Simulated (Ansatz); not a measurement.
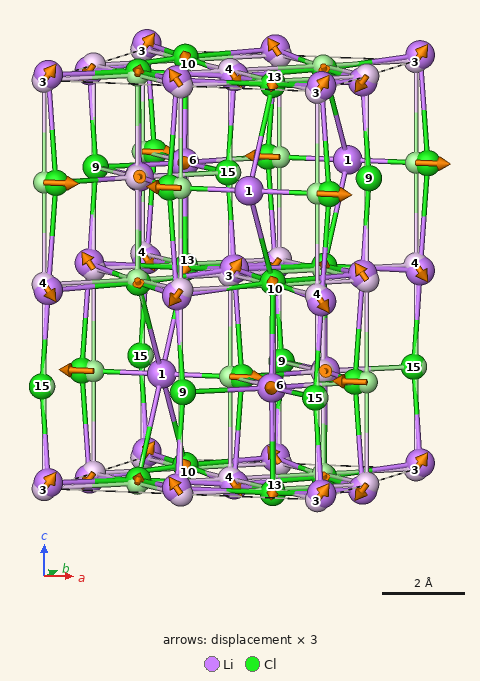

This is a relaxation of a defect cell of composition Li₇Cl₈ (cell charge −1) (started half-way along a vacancy jump, in the symmetry of that start). The starting structure is drawn faded, the final one solid; orange arrows show the displacements, 3 times their true length.

A ball-and-stick model of the conventional cell (2 times the calculation's cell), seen slightly off an axis. Lengths and directions refer to the drawn axes.

These are results of DFT PBEsol, scalar-relativistic, plane waves, PAW (Ansatz 0.2.0), not measurements.

Input file:
```yaml
crystal:
  lattice:
    - [0.0, 5.0628218036, -5.0628218036]
    - [5.0628218036, 5.0628218036, 0.0]
    - [5.0628218036, 0.0, -5.0628218036]
  atoms:
    - { symbol: Li, position: [0.5, -0.25, 0.0] }
    - { symbol: Li, position: [1.0, 0.5, 0.0] }
    - { symbol: Li, position: [1.0, 0.0, 0.0] }
    - { symbol: Li, position: [0.5, 0.5, 0.5] }
    - { symbol: Li, position: [0.5, 0.0, 0.5] }
    - { symbol: Li, position: [1.0, 0.5, 0.5] }
    - { symbol: Li, position: [1.0, 0.0, 0.5] }
    - { symbol: Cl, position: [0.25, 0.75, 0.25] }
    - { symbol: Cl, position: [0.25, 0.25, 0.25] }
    - { symbol: Cl, position: [0.75, 0.75, 0.25] }
    - { symbol: Cl, position: [0.75, 0.25, 0.25] }
    - { symbol: Cl, position: [0.25, 0.75, 0.75] }
    - { symbol: Cl, position: [0.25, 0.25, 0.75] }
    - { symbol: Cl, position: [0.75, 0.75, 0.75] }
    - { symbol: Cl, position: [0.75, 0.25, 0.75] }
total_charge: -1
basis:
  ecutwfc: 420
kpoints:
  mp_grid: { grid: [4, 4, 4] }
hamiltonian:
  xc: pbesol
scf:
  occupations: { method: gaussian, width: 0.05 }
output:
  forces: true
  stress: true
  eigenvalues: true
relax:
  adjacent_minimum: "off"
  f_tol: 0.02
  max_steps: 60
  escape_saddle: false
```

Run as
```bash
ansatz run input.yaml --threads 4 --pin off --max-ram 9216MiB --backend cpu --events-out ev --progress --plain --runs-dir out
```

**Atoms of which element are displaced furthest, and by how much?**

Chlorine: up to 0.31 Å, against 0.18 Å for lithium.

**What happened in the run?**

After 4 accepted moves (5 points after the start) the energy has fallen by 1.483 eV per cell of the calculation. Largest force component: 3.2 eV/Å at the start, 0.003 eV/Å at the end. 1 step only repeated the SCF at the same geometry. The largest moves, 0.31 Å, are those of Cl8 and Cl14. Cl14 goes along −a. By element the largest moves are Cl 0.31 Å, Li 0.18 Å. The lattice vectors keep their values. Near-neighbour distances that change, for instance: Li1–Cl14 1.790 → 2.097 Å, Li6–Cl15 2.531 → 2.380 Å, Li2–Cl14 2.531 → 2.683 Å, Li2–Cl9 2.531 → 2.394 Å. Bond angles that change, for instance: Cl8–Li7–Cl14 90.0° → 74.6°, Li6–Cl14–Li7 90.0° → 105.4°, Cl8–Li7–Cl15 180.0° → 170.7°.

Limits of the set-up: the periodic images lie only 7.2 Å apart, so the values are limited by the cell's size; the cell is charged, on a uniform background, and energies carry no finite-size correction.
